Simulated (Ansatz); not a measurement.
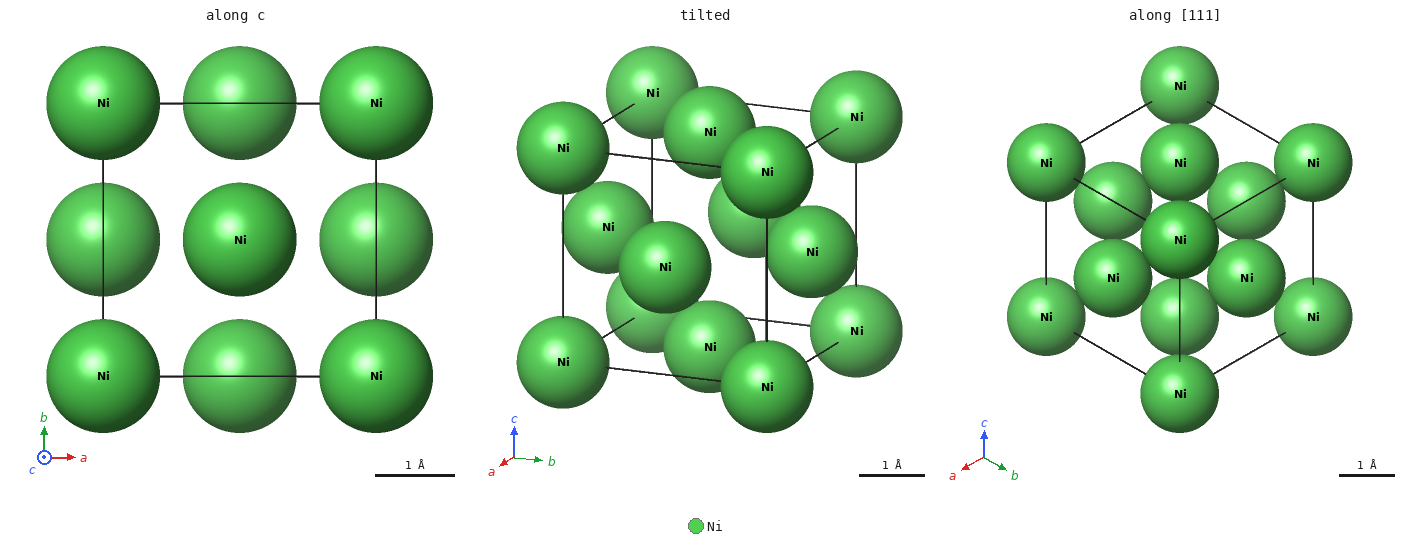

A spheres-only picture of a crystal structure, seen along the c axis, slightly off an axis and along [111]. Atoms at the boundary of the conventional unit cell (the box) are drawn once for each face, edge or corner they touch.

The lattice constants are a = 3.463 Å, b = 3.463 Å, c = 3.463 Å, α = 90.00°, β = 90.00°, γ = 90.00°.

> How many atoms count towards one cell?

4 (nickel), counting shared atoms by their share.

> Name the space group.

Fm-3m (No. 225), with Ni on 4a.

> Structure type?

Face-centred cubic (Cu type).

The model was built from the standard structure of this element. The cell was then strained or its atoms displaced on purpose. It was run through Ansatz as a DFT input.
